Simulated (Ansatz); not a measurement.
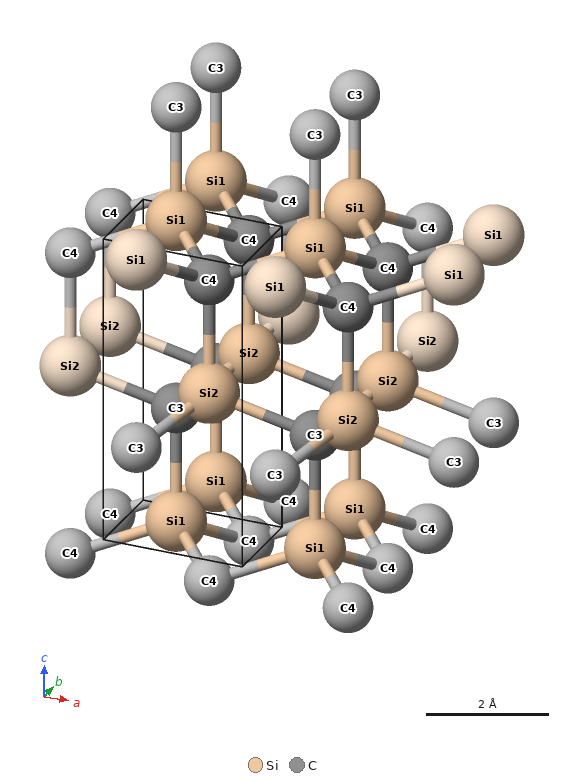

**Figure 1.** The starting structure (ball-and-stick view of the cell of the calculation, repeated 2 × 2 × 1, seen slightly off an axis; neighbours outside the cell are drawn fainter; atoms are numbered from 1 in the order of the input). An atom can appear more than once, as a periodic image. Near neighbours in the periodic cell (some may lie outside the picture): Si has 4 C at 1.89 to 1.91 Å; C has 4 Si at 1.89 to 1.91 Å.

## SiC: geometry relaxation

SiC (P6₃mc, 4 atoms in the cell), computed with DFT PBE, scalar-relativistic, plane waves, PAW, PAW set soft_1, no spin polarisation (Ansatz 0.2.0).

The structure derives from an entry of the Crystallography Open Database. Figures and captions count atoms from 1; the log counts them from 0 in places.

The program's output
```
Engine: ansatz 0.2.0, aarch64-unknown-linux-gnu
Pseudopotentials: kind: paw
Pseudopotential: Si, paw, valence charge 4, recommended cutoff 420 eV (normal), [file]
Pseudopotential: C, paw, valence charge 4, recommended cutoff 420 eV (normal), [file]
Functional definition: PBE
  parameter kappa = 0.804
  parameter beta = 0.06672455060314922
  exchange = pbe_x(kappa = kappa, mu = beta*pi^2/3)
  correlation = pbe_c(beta = beta)
Crystal: 4 atoms, lattice volume = 42.009 Å³
Basis set: ecut = 420 eV, 809 PW (Γ), exchange–correlation on 48×48×72 points (8 copies of the dense FFT grid, shifted against one another)
Bands: 12, of which v1, the nominal top of the filled ones, is band 8 counted from 1 (7 counted from 0)
Symmetry: 12 space group operations
Space group: P63mc (ITA 186), of the structure as read, at distance tolerance 3.5e-5 Å
k-points: 76 of 864 (time reversal used)
Non-local potential: Si, projectors of the file, l = 0: 2, l = 1: 2, l = 2: 1
Non-local potential: C, projectors of the file, l = 0: 2, l = 1: 2, l = 2: 1
PAW form: soft (Blöchl's): semilocal exchange-correlation on the pseudo side does not see the compensation charge
PAW one-centre angular grid: Si, 110 points (default); XC on 64 Gauss nodes
PAW one-centre angular grid: C, 110 points (default); XC on 64 Gauss nodes
Initial density: superposition of atomic densities (chi_scale 0.1, normalization cell, long waves kept (reshape's long-wave potential 0.00 eV rms))
Initial wavefunctions: pseudopotential atomic-orbital guess
Functional: x = pbe(κ = 0.804, μ = 0.2195149727645171), c = pbe(β = 0.06672455060314922)
SCF iter   1: F=—  HF=-1777.245641 eV  |F-HF|=—  |Δ(HF+E_count)|=         —  Δρ=1.36e-1  dr2=9.52e0  ethr=3.10e-3  ⟨swp⟩=6.0  Hψ=6533  notcnv=0
preconditioner: auto → none  [insulator: Δε(μ)=4.348 eV  Ē_g=12.639 eV  σ=0.020 eV  W_gap=1.00  n_scr=2 (ndim 8)  ℏωp=22.9 eV  f_vac=0.000  D(μ)=0.00/eV (n_scr^D=0)  ε∞_Penn≈4.3]
SCF iter   2: F=—  HF=-1774.473414 eV  |F-HF|=—  |Δ(HF+E_count)|=    2.77e0  Δρ=4.92e-2  dr2=6.35e-1  ethr=3.10e-3  ⟨swp⟩=4.2  Hψ=3008  notcnv=0
SCF iter   3: F=—  HF=-1774.318597 eV  |F-HF|=—  |Δ(HF+E_count)|=   1.55e-1  Δρ=1.96e-2  dr2=8.38e-2  ethr=3.10e-3  ⟨swp⟩=2.4  Hψ=1999  notcnv=0
SCF iter   4: F=—  HF=-1774.314426 eV  |F-HF|=—  |Δ(HF+E_count)|=   4.17e-3  Δρ=1.44e-3  dr2=6.83e-4  ethr=5.24e-4  ⟨swp⟩=2.0  Hψ=1232  notcnv=0
SCF iter   5: F=—  HF=-1774.314630 eV  |F-HF|=—  |Δ(HF+E_count)|=   2.04e-4  Δρ=2.41e-4  dr2=8.65e-6  ethr=4.27e-6  ⟨swp⟩=2.4  Hψ=1520  notcnv=0
SCF iter   6: F=—  HF=-1774.314584 eV  |F-HF|=—  |Δ(HF+E_count)|=   4.56e-5  Δρ=7.20e-5  dr2=1.29e-6  ethr=5.40e-8  ⟨swp⟩=2.0  Hψ=1520  notcnv=0
SCF iter   7: F=-1774.314584 eV  HF=-1774.314584 eV  |F-HF|=2.80e-8  |Δ(HF+E_count)|=   3.91e-7  Δρ=1.60e-5  dr2=5.62e-8  ethr=6.25e-10  ⟨swp⟩=3.4  Hψ=4044  notcnv=0
SCF 1 converged in 7 iterations: F = -1774.314584 eV  dr2 = 5.62e-8
  greatest PAW one-centre occupation: 0.646 electrons in one spin orbital (limit 2), on the C atom at site 3 (counted from 0), in its partial waves of l = 0
relax step   1: F+E_penalty+E_count = -1774.31458406 eV  Δ(F+E_penalty+E_count) = +0.000e0 eV  max|allowed force component| = 1.555e-3 eV/Å  Δτ_max = 0.0000 Å  P = +0.010 GPa  Ω = 42.009 Å³  (7 SCF iters, dr2 threshold 1.00e-7 eV, accepted)
Crystal: 4 atoms, lattice volume = 42.010 Å³
Initial density: handed on by an earlier stage of this run
Initial wavefunctions: those handed on with the density
iter 1 solved again at ethr=4.60e-9 eV; its pass at ethr=3.10e-3 eV (dr2=7.36e-7 eV) is discarded
SCF iter   1: F=—  HF=-1774.314644 eV  |F-HF|=—  |Δ(HF+E_count)|=         —  Δρ=5.63e-5  dr2=1.04e-6  ethr=4.60e-9  ⟨swp⟩=2.7  Hψ=6800  notcnv=0
preconditioner: auto → none  [insulator: Δε(μ)=2.309 eV  Ē_g=11.811 eV  σ=0.020 eV  W_gap=1.00  n_scr=2 (ndim 8)  ℏωp=22.9 eV  f_vac=0.000  D(μ)=0.00/eV (n_scr^D=0)  ε∞_Penn≈4.8]
SCF iter   2: F=—  HF=-1774.314587 eV  |F-HF|=—  |Δ(HF+E_count)|=   5.74e-5  Δρ=2.33e-5  dr2=1.44e-7  ethr=4.60e-9  ⟨swp⟩=2.4  Hψ=1490  notcnv=0
SCF iter   3: F=-1774.314587 eV  HF=-1774.314587 eV  |F-HF|=2.25e-10  |Δ(HF+E_count)|=   1.93e-8  Δρ=3.89e-6  dr2=3.14e-9  ethr=1.26e-10  ⟨swp⟩=5.3  Hψ=3756  notcnv=0
SCF 2 converged in 3 iterations: F = -1774.314587 eV  dr2 = 3.14e-9
relax step   2: F+E_penalty+E_count = -1774.31458690 eV  Δ(F+E_penalty+E_count) = -2.839e-6 eV  max|allowed force component| = 2.126e-3 eV/Å  Δτ_max = 0.0002 Å  P = +0.003 GPa  Ω = 42.010 Å³  energy of the carried Pulay correction = -9.662e-7 eV  (3 SCF iters, dr2 threshold 2.01e-8 eV, accepted)
Initial wavefunctions: pseudopotential atomic-orbital guess (no wavefunctions were taken with the density)
iter 1 solved again at ethr=6.18e-8 eV; its pass at ethr=3.10e-3 eV (dr2=9.89e-6 eV) is discarded
SCF iter   1: F=—  HF=-1774.314641 eV  |F-HF|=—  |Δ(HF+E_count)|=         —  Δρ=5.26e-6  dr2=4.62e-9  ethr=6.18e-8  ⟨swp⟩=3.6  Hψ=9824  notcnv=0
SCF iter   2: F=—  HF=-1774.314584 eV  |F-HF|=—  |Δ(HF+E_count)|=   5.76e-5  Δρ=2.13e-6  dr2=6.17e-10  ethr=2.89e-11  ⟨swp⟩=3.3  Hψ=2022  notcnv=0
SCF iter   3: F=—  HF=-1774.314584 eV  |F-HF|=—  |Δ(HF+E_count)|=  3.43e-10  Δρ=1.05e-6  dr2=1.29e-10  ethr=3.86e-12  ⟨swp⟩=2.0  Hψ=1519  notcnv=0
SCF iter   4: F=-1774.314584 eV  HF=-1774.314584 eV  |F-HF|=9.78e-12  |Δ(HF+E_count)|=  1.36e-10  Δρ=3.53e-7  dr2=3.18e-11  ethr=1.00e-12  ⟨swp⟩=5.1  Hψ=3449  notcnv=0
SCF 3 converged in 4 iterations: F = -1774.314584 eV  dr2 = 3.18e-11
  greatest PAW one-centre occupation: 0.646 electrons in one spin orbital (limit 2), on the C atom at site 2 (counted from 0), in its partial waves of l = 0
relax step   3: F+E_penalty+E_count = -1774.31458387 eV  Δ(F+E_penalty+E_count) = +3.024e-6 eV  max|allowed force component| = 2.120e-3 eV/Å  Δτ_max = 0.0000 Å  P = +0.003 GPa  Ω = 42.010 Å³  stress off target by 3.34e-2 GPa  SCF on the basis re-selected at this cell (its energy is not comparable with the rows above)  (4 SCF iters)
```

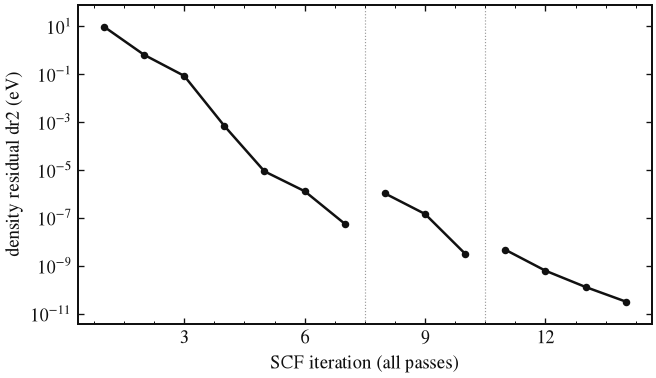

**Figure 2.** Convergence of the self-consistent field: density residual dr2 against the SCF iteration. The dotted lines part the SCF passes of the relaxation: geometry steps, rejected trials and re-solves on a re-selected basis. The passes take 7, 3 and 4 iterations.

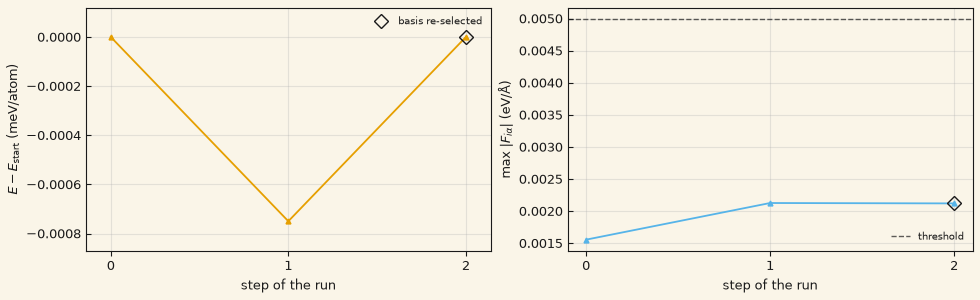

**Figure 3.** Progress of the relaxation, step by step (the first geometry is step 0 here and step 1 in the log). After 1 geometry step the energy has fallen by next to nothing (0.0 meV per atom). The largest force component goes from 0.0016 to 0.0021 eV/Å. Pressure: 0.01 GPa at the start and 0.00 GPa at the end. No atom moves by more than 0.005 Å relative to the cell. The space group stays P6_3mc (No. 186). A last SCF at the same geometry on a re-selected plane-wave basis shifts the energy by +0.0 meV per atom. (Atoms are counted from 1 in the order of the input.)

```
basis re-selected at this cell: Δ(F+E_penalty+E_count) = +3.024e-6 eV, ΔP = -0.000 GPa vs the last step (what re-selecting the basis moved, of the pressure what is left beyond the Pulay correction that the steps carried, after the strain that the cell walked since its last selection, with what the two solves' SCF thresholds leave and, on support functions, any second-order correction that the steps lacked; it is no measure of the basis error at this ecutwfc). This SCF's stress stands 3.34e-2 GPa from its target on what of the cell is left free (relax.cell.stress_tol is 5.00e-2 GPa) and its largest allowed force component is 2.12e-3 eV/Å (relax.f_tol is 5.00e-3 eV/Å): within both
SCF converged after 4 iterations
Free energy (F): -1774.314584 eV
Harris-Foulkes:  -1774.314584 eV  (|F-HF|=9.78e-12)
Internal energy: -1774.314584 eV  (E = F + TS)
E sigma→0 (E₀):  -1774.314584 eV
Fermi energy:    10.591321 eV
--- Per-component energies (eV) ---
  E_band       = 55.059573
  E_kinetic    = 265.258911
  E_local      = -194.518106  (includes V_loc(G=0)·N_el)
  E_nonlocal   = 89.966263
  E_hartree    = 64.879313
  E_xc         = -210.868824
  E_vxc        = -216.785717  (∫ρ·V_xc dr)
  E_paw        = -1223.128414  (= ΣΔE_a)
  E_vpaw       = -18.620575  (= ΣTr[D̂ρ^β])
  E_aug_tail   = 0.000106  (compensation charges beyond the density's cutoff)
  E_ewald      = -565.903833
  E_smearing   = -0.000000  (= −TS)
  E_closure    = -0.000000  (closes the sum)
  Σ components = -1774.314584   (vs F -1774.314584, Δ=0.00e0)
--- Forces (eV/Å), atoms counted from 1 ---
  atom   1  Si     0.00000000    -0.00000000     0.00211965
  atom   2  Si     0.00000000     0.00000000     0.00211965
  atom   3  C     -0.00000000    -0.00000000    -0.00211941
  atom   4  C      0.00000000     0.00000000    -0.00211941
  max |Σ_I F_I| component: 4.74e-7 eV/Å
--- Stress (GPa, compression-positive) ---
       -0.012328       0.000000      -0.000000
        0.000000      -0.012328       0.000000
        0.000000       0.000000       0.033363
  P = ⅓ Tr σ = 0.0029 GPa (0.029 kbar)
--- Band table (eV; the first three rows and the last of 76) ---
  k-point 0: bands = ["-6.0116", "-2.5012", "0.8248", "8.1263", "8.1263", "9.3296", "9.4367", "9.4367", "14.1025", "15.4616", "16.0121", "16.0121"]
  k-point 1: bands = ["-5.8776", "-3.0318", "1.5739", "8.2016", "8.2016", "8.5940", "9.3341", "9.3341", "14.2278", "16.0063", "16.0611", "16.0611"]
  k-point 2: bands = ["-5.4795", "-3.9739", "3.1572", "6.9447", "8.4153", "8.4153", "9.0664", "9.0664", "14.5982", "15.9385", "16.2688", "16.2688"]
  k-point 75: bands = ["-1.2924", "-1.2924", "1.7328", "1.7328", "3.8746", "3.8746", "7.7102", "7.7102", "14.4325", "14.4325", "15.4299", "15.4299"]
--- Relaxed structure (2 steps of the walk, 2 accepted, 1 SCFs on fresh bases) ---
  F+E_penalty+E_count = -1774.31458387 eV   max|allowed force component| = 2.120e-3 eV/Å   (the final SCF, on the basis selected at the relaxed cell)
  cell:  # Å, volume = 42.0096 Å³
    - [3.092014721029524, 0.0, 0.0]
    - [-1.546007360514762, 2.6777632972870222, 0.0]
    - [0.0, 0.0, 5.0738209111773]
  atoms:
    - { symbol: Si, position: [0.3333333333333333, 0.6666666666666666, 0.004563950677654988] }
    - { symbol: Si, position: [0.6666666666666666, 0.3333333333333333, 0.504563950677655] }
    - { symbol: C, position: [0.3333333333333333, 0.6666666666666666, 0.38043604932234504] }
    - { symbol: C, position: [0.6666666666666666, 0.3333333333333333, 0.8804360493223451] }
```

Trajectory as extended XYZ (Å, eV, eV/Å), 3 frames, from step=1 to step=3
```
4
Lattice="3.0915 0.0000 0.0000 -1.5458 2.6773 0.0000 0.0000 0.0000 5.0753" Properties=species:S:1:pos:R:3:forces:R:3 step=1 energy=-1774.31458 pressure_GPa=0.01
Si    0.0000    1.7849    0.0234    0.0000   0.0000  -0.0015
Si    1.5458    0.8924    2.5610    0.0000   0.0000  -0.0015
C     0.0000    1.7849    1.9306    0.0000   0.0000   0.0016
C     1.5458    0.8924    4.4682    0.0000   0.0000   0.0016
4
Lattice="3.0920 0.0000 0.0000 -1.5460 2.6778 0.0000 0.0000 0.0000 5.0738" Properties=species:S:1:pos:R:3:forces:R:3 step=2 energy=-1774.31459 pressure_GPa=0.00
Si    0.0000    1.7852    0.0232    0.0000   0.0000   0.0021
Si    1.5460    0.8926    2.5601    0.0000   0.0000   0.0021
C     0.0000    1.7852    1.9303    0.0000   0.0000  -0.0021
C     1.5460    0.8926    4.4672    0.0000   0.0000  -0.0021
4
Lattice="3.0920 0.0000 0.0000 -1.5460 2.6778 0.0000 0.0000 0.0000 5.0738" Properties=species:S:1:pos:R:3:forces:R:3 step=3 energy=-1774.31458 pressure_GPa=0.00
Si    0.0000    1.7852    0.0232    0.0000   0.0000   0.0021
Si    1.5460    0.8926    2.5601    0.0000   0.0000   0.0021
C     0.0000    1.7852    1.9303    0.0000   0.0000  -0.0021
C     1.5460    0.8926    4.4672    0.0000   0.0000  -0.0021
```

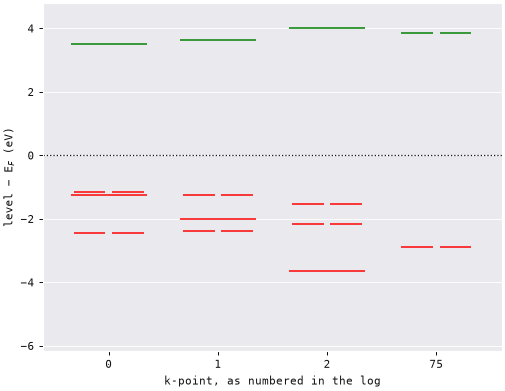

**Figure 4.** Kohn–Sham levels near the Fermi level (dotted) at the few k-points that the log prints; levels within 0.02 eV of each other stand side by side. Among these points the highest filled and lowest empty levels are 4.67 eV apart; the gap on the full mesh, 2.31 eV, has an edge at a point that isn't printed.

This output came from the following input.

The input
```yaml
crystal:
  lattice:
    - [3.0915302738, 0.0, 0.0]
    - [-1.5457651369, 2.6773437536, 0.0]
    - [0.0, 0.0, 5.0752892167]
  atoms:
    - { symbol: Si, position: [0.3333333333, 0.6666666667, 0.0046073621] }
    - { symbol: Si, position: [0.6666666667, 0.3333333333, 0.5046073621] }
    - { symbol: C, position: [0.3333333333, 0.6666666667, 0.3803926379] }
    - { symbol: C, position: [0.6666666667, 0.3333333333, 0.8803926379] }
basis:
  ecutwfc: 420
kpoints:
  mp_grid: { grid: [12, 12, 6] }
hamiltonian:
  xc: pbe
  pseudopotentials: { kind: paw, azcp: { folder: soft_1 } }
scf:
  occupations: { method: gaussian, width: 0.02 }
output:
  forces: true
  stress: true
  eigenvalues: true
relax:
  adjacent_minimum: "off"
  f_tol: 0.005
  max_steps: 80
  cell: { stress_tol: 0.05 }
```

Command:
```bash
ansatz run input.yaml --threads 1 --pin off --max-ram 3072MiB --backend cpu --events-out ev --progress --plain --runs-dir out
```

Summary

```csv
quantity,value
outcome,converged
space group (tolerance 0.01 Å),P6₃mc (186)
electrons treated,16
free energy,−1774.3146 eV
Fermi energy,10.591 eV
gap on the k-point mesh,2.31 eV
pressure,0.00 GPa
final volume,42.01 Å³
largest force (length of the vector) at the end,0.002 eV/Å
final cell,"a = 3.092 Å, b = 3.092 Å, c = 5.074 Å, α = 90.00°, β = 90.00°, γ = 120.00°"
hardware,"1 thread of Arm Neoverse V1, 24 GiB of memory available, shared host"
wall time,15 s
peak memory,0.33 GiB
```
